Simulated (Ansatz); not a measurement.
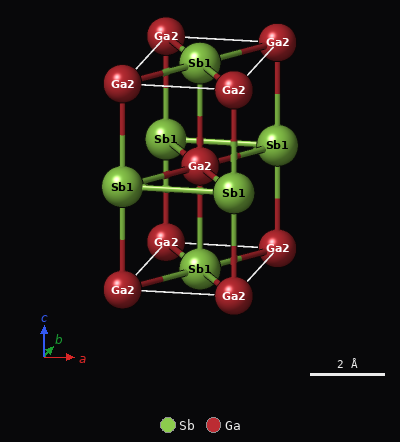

Fig. 1: The structure as given in the input (ball-and-stick view of the cell 2 times as large as that of the calculation, set on its symmetry axes, seen slightly off an axis; atoms are numbered from 1 in the order of the input). An atom can appear more than once, as a periodic image.

## What a change does: geometry relaxation on GaSb

System: GaSb (Immm, 2 atoms in the cell).
Method of run A: Kohn-Sham DFT of a periodic cell, PBE0, Ansatz PAW, no spin polarisation (Ansatz 0.2.0).

The structure derives from a Materials Project entry. Text and figures count atoms from 1; the logs count them from 0 in places.

Input file, run A:
```yaml
crystal:
  lattice:
    - [-1.555901, 2.675003, 2.893313]
    - [1.555901, -2.675003, 2.893313]
    - [1.555901, 2.675003, -2.893313]
  atoms:
    - { symbol: Sb, position: [0.5, 0.5, 0.0] }
    - { symbol: Ga, position: [0.0, 0.0, 0.0] }
hamiltonian:
  xc: pbe0
  pseudopotentials: { kind: paw }
kpoints:
  mp_grid: { grid: [5, 5, 5] }
scf:
  occupations: { method: fermi_dirac, width: 0.05 }
output:
  forces: true
  stress: true
  eigenvalues: true
relax:
  f_tol: 0.01
  max_steps: 40
  cell: { stress_tol: 0.05 }
```

Hardware: 1 × NVIDIA H100 80GB HBM3, 2 threads of AMD EPYC (Zen 3), 1656 GiB of memory available, shared host.

Output, shortened to warnings, some set-up lines, iterations and results (run A):
```
Basis set: ecut = 420 eV, 933 PW (Γ), exchange–correlation on 60×60×60 points (8 copies of the dense FFT grid, shifted against one another)
Symmetry: 8 space group operations
k-points: 27 of 125
Initial density: superposition of atomic densities (neutral atoms: chi_scale 0, normalization atom), corrected by the library's trained network
[...]
SCF iter   1: F=—  HF=-10267.338264 eV  |F-HF|=—  |Δ(HF+E_count)|=         —  Δρ=1.82e-3  dr2=2.39e-3  ethr=1.77e-3  ⟨swp⟩=7.1  Hψ=1916  notcnv=0
SCF iter   2: F=—  HF=-10267.338241 eV  |F-HF|=—  |Δ(HF+E_count)|=   2.31e-5  Δρ=8.60e-4  dr2=3.33e-4  ethr=8.54e-6  ⟨swp⟩=3.9  Hψ=1400  notcnv=0
SCF iter   3: F=—  HF=-10267.338230 eV  |F-HF|=—  |Δ(HF+E_count)|=   1.06e-5  Δρ=3.49e-4  dr2=5.46e-5  ethr=1.19e-6  ⟨swp⟩=3.2  Hψ=1087  notcnv=0  defer=1
SCF iter   4: F=—  HF=-10267.338242 eV  |F-HF|=—  |Δ(HF+E_count)|=   1.18e-5  Δρ=1.10e-4  dr2=2.84e-6  ethr=1.05e-8  ⟨swp⟩=3.1  Hψ=1995  notcnv=0  defer=1
SCF iter   5: F=—  HF=-10267.338242 eV  |F-HF|=—  |Δ(HF+E_count)|=   5.36e-7  Δρ=2.38e-5  dr2=1.63e-7  ethr=1.01e-8  ⟨swp⟩=4.0  Hψ=1192  notcnv=0
[... 183 lines ...]
SCF iter   4: F=—  HF=-10271.271391 eV  |F-HF|=—  |Δ(HF+E_count)|=  7.82e-11  Δρ=1.08e-7  dr2=2.80e-10  ethr=1.00e-12  ⟨swp⟩=2.0  Hψ=865  notcnv=0
SCF iter   5: F=—  HF=-10271.271391 eV  |F-HF|=—  |Δ(HF+E_count)|=   3.94e-9  Δρ=6.01e-7  dr2=1.31e-10  ethr=1.00e-12  ⟨swp⟩=4.4  Hψ=1359  notcnv=0
SCF iter   6: F=-10271.271391 eV  HF=-10271.271391 eV  |F-HF|=1.82e-12  |Δ(HF+E_count)|=  9.28e-11  Δρ=1.15e-7  dr2=9.65e-12  ethr=1.00e-12  ⟨swp⟩=3.0  Hψ=997  notcnv=0
SCF 29 converged in 6 iterations: F = -10271.271391 eV  dr2 = 9.65e-12
relax step   9: F+E_penalty+E_count = -10271.27139112 eV  Δ(F+E_penalty+E_count) = +1.020e-3 eV  max|allowed force component| = 1.086e-24 eV/Å  Δτ_max = 0.0000 Å  P = -0.012 …
basis re-selected at this cell: Δ(F+E_penalty+E_count) = +1.020e-3 eV, ΔP = -0.009 GPa vs the last step (what re-selecting the basis moved, of the pressure what is left beyond the Pulay correction that the steps carried, after the strain that the cell walked since its last selection, with what the …
hybrid SCF converged: 2 outer / 12 inner (+0 warm-up), last move |dexx| = 5.14e-9 eV, tail = 1.52e-10 eV
Stability not checked: this state was not tested for a lower state beside it, because the functional holds exact exchange (a hybrid, or Hartree-Fock), whose exchange loop this test does not read (fock_operator; see scf.lower_state_search)
Free energy (F): -10271.271391 eV
Frozen-core exchange: fock
Harris-Foulkes:  -10271.271391 eV  (|F-HF|=1.82e-12)
Internal energy: -10271.267773 eV  (E = F + TS)
E sigma→0 (E₀):  -10271.269582 eV
Entropy (-TS):   -0.003618 eV (-1.809 meV/atom)
Fermi energy:    10.568181 eV
--- Per-component energies (eV) ---
  E_band       = -253.714035
  E_kinetic    = 320.887309
  E_local      = -3293.493024  (includes V_loc(G=0)·N_el)
  E_nonlocal   = 787.009088
  E_hartree    = 1535.045093
  E_xc         = -159.876196
  E_vxc        = -119.302601  (∫ρ·V_xc dr)
  E_exx        = -99.808006  (= α·E_x^exact, valence–valence)
  E_paw        = -6516.932727  (= ΣΔE_a)
  E_vpaw       = -819.288843  (= ΣTr[D̂ρ^β])
  E_aug_tail   = -0.000115  (compensation charges beyond the density's cutoff)
  E_ewald      = -2844.200078
  E_core_change = 0.100882  (= ΣΔE_core)
  E_smearing   = -0.003618  (= −TS)
  E_closure    = 0.000000  (closes the sum)
  Σ components = -10271.271391   (vs F -10271.271391, Δ=0.00e0)
--- Forces (eV/Å), atoms counted from 1 ---
  atom   1  Sb     0.00000000     0.00000000     0.00000000
  atom   2  Ga    -0.00000000     0.00000000     0.00000000
  max |Σ_I F_I| component: 1.55e-24 eV/Å
--- Stress (GPa, compression-positive) ---
        0.003454      -0.000000       0.000000
       -0.000000      -0.028861      -0.000000
        0.000000      -0.000000      -0.011682
  P = ⅓ Tr σ = -0.0124 GPa (-0.124 kbar)
--- Relaxed structure (8 steps of the walk, 7 accepted, 1 SCFs on fresh bases) ---
  F+E_penalty+E_count = -10271.27139112 eV   max|allowed force component| = 1.086e-24 eV/Å   (the final SCF, on the basis selected at the relaxed cell)
  cell:  # Å, volume = 45.8177 Å³
[...]
```

Run B used a changed input.

The two runs side by side:

```tsv
quantity	run A	run B
outcome	converged	converged
free energy per atom (eV)	−5135.6357	−5136.0514
energy per atom, smearing taken to zero (eV)	−5135.6348	−5136.0495
gap on the mesh (eV)	0.00	0.00
pressure (GPa)	−0.01	−0.01
volume per atom (Å³)	22.91	23.04
largest force (eV/Å)	0.000	0.000
irreducible k-points	27	27
wall time (shared host)	2.5 min	96 s
```

What was changed in the input?

The change (lines with − go, lines with + come):
```diff
-  xc: pbe0
+  xc: hse06
```

The total energies belong to different methods, so their difference says nothing on which is more stable or more accurate. The volume per atom goes from 22.91 to 23.04 Å³. The functional changes from PBE0 to HSE06. On the same kind of shared host run B took about 0.65 times as long.

Output, shortened to warnings, some set-up lines, iterations and results (run B):
```
Basis set: ecut = 420 eV, 933 PW (Γ), exchange–correlation on 60×60×60 points (8 copies of the dense FFT grid, shifted against one another)
Symmetry: 8 space group operations
k-points: 27 of 125
Initial density: superposition of atomic densities (neutral atoms: chi_scale 0, normalization atom), corrected by the library's trained network
[...]
SCF iter   1: F=—  HF=-10267.338303 eV  |F-HF|=—  |Δ(HF+E_count)|=         —  Δρ=1.81e-3  dr2=2.41e-3  ethr=1.77e-3  ⟨swp⟩=7.1  Hψ=1916  notcnv=0
SCF iter   2: F=—  HF=-10267.338270 eV  |F-HF|=—  |Δ(HF+E_count)|=   3.31e-5  Δρ=8.71e-4  dr2=3.45e-4  ethr=8.61e-6  ⟨swp⟩=3.9  Hψ=1417  notcnv=0
SCF iter   3: F=—  HF=-10267.338252 eV  |F-HF|=—  |Δ(HF+E_count)|=   1.79e-5  Δρ=3.54e-4  dr2=5.59e-5  ethr=1.23e-6  ⟨swp⟩=3.3  Hψ=1088  notcnv=0  defer=1
SCF iter   4: F=—  HF=-10267.338263 eV  |F-HF|=—  |Δ(HF+E_count)|=   1.16e-5  Δρ=1.43e-4  dr2=5.60e-6  ethr=2.00e-7  ⟨swp⟩=3.1  Hψ=1024  notcnv=0  defer=1
SCF iter   5: F=—  HF=-10267.338263 eV  |F-HF|=—  |Δ(HF+E_count)|=   4.24e-8  Δρ=2.64e-5  dr2=1.84e-7  ethr=6.52e-10  ⟨swp⟩=3.4  Hψ=2157  notcnv=0
[... 158 lines ...]
SCF iter   3: F=—  HF=-10272.102824 eV  |F-HF|=—  |Δ(HF+E_count)|=  1.98e-10  Δρ=9.39e-7  dr2=5.01e-10  ethr=2.41e-11  ⟨swp⟩=3.1  Hψ=956  notcnv=0
SCF iter   4: F=—  HF=-10272.102824 eV  |F-HF|=—  |Δ(HF+E_count)|=   3.49e-9  Δρ=7.25e-7  dr2=2.05e-10  ethr=1.00e-12  ⟨swp⟩=4.5  Hψ=1374  notcnv=0
SCF iter   5: F=-10272.102824 eV  HF=-10272.102824 eV  |F-HF|=0.00e0  |Δ(HF+E_count)|=  1.13e-10  Δρ=1.03e-7  dr2=1.53e-11  ethr=1.00e-12  ⟨swp⟩=3.0  Hψ=1048  notcnv=0
SCF 27 converged in 5 iterations: F = -10272.102824 eV  dr2 = 1.53e-11
relax step   8: F+E_penalty+E_count = -10272.10282434 eV  Δ(F+E_penalty+E_count) = +8.837e-4 eV  max|allowed force component| = 1.551e-25 eV/Å  Δτ_max = 0.0000 Å  P = -0.014 …
basis re-selected at this cell: Δ(F+E_penalty+E_count) = +8.837e-4 eV, ΔP = -0.006 GPa vs the last step (what re-selecting the basis moved, of the pressure what is left beyond the Pulay correction that the steps carried, after the strain that the cell walked since its last selection, with what the …
hybrid SCF converged: 2 outer / 10 inner (+0 warm-up), last move |dexx| = 3.85e-9 eV, tail = 1.18e-10 eV
Stability not checked: this state was not tested for a lower state beside it, because the functional holds exact exchange (a hybrid, or Hartree-Fock), whose exchange loop this test does not read (fock_operator; see scf.lower_state_search)
Free energy (F): -10272.102824 eV
Frozen-core exchange: fock
Harris-Foulkes:  -10272.102824 eV  (|F-HF|=0.00e0)
Internal energy: -10272.095277 eV  (E = F + TS)
E sigma→0 (E₀):  -10272.099050 eV
Entropy (-TS):   -0.007548 eV (-3.774 meV/atom)
Fermi energy:    10.391915 eV
--- Per-component energies (eV) ---
  E_band       = -244.516378
  E_kinetic    = 320.697574
  E_local      = -3302.559797  (includes V_loc(G=0)·N_el)
  E_nonlocal   = 786.293500
  E_hartree    = 1538.831175
  E_xc         = -166.897006
  E_vxc        = -124.247912  (∫ρ·V_xc dr)
  E_exx        = -88.305071  (= α·E_x^exact, valence–valence)
  E_paw        = -6521.867154  (= ΣΔE_a)
  E_vpaw       = -825.751849  (= ΣTr[D̂ρ^β])
  E_aug_tail   = -0.000116  (compensation charges beyond the density's cutoff)
  E_ewald      = -2838.425939
  E_core_change = 0.137557  (= ΣΔE_core)
  E_smearing   = -0.007548  (= −TS)
  E_closure    = -0.000000  (closes the sum)
  Σ components = -10272.102824   (vs F -10272.102824, Δ=0.00e0)
--- Forces (eV/Å), atoms counted from 1 ---
  atom   1  Sb     0.00000000     0.00000000     0.00000000
  atom   2  Ga     0.00000000     0.00000000    -0.00000000
  max |Σ_I F_I| component: 1.03e-25 eV/Å
--- Stress (GPa, compression-positive) ---
       -0.018613       0.000000       0.000000
        0.000000      -0.015450      -0.000000
        0.000000      -0.000000      -0.008563
  P = ⅓ Tr σ = -0.0142 GPa (-0.142 kbar)
--- Relaxed structure (7 steps of the walk, 6 accepted, 1 SCFs on fresh bases) ---
  F+E_penalty+E_count = -10272.10282434 eV   max|allowed force component| = 1.551e-25 eV/Å   (the final SCF, on the basis selected at the relaxed cell)
  cell:  # Å, volume = 46.0792 Å³
[...]
```
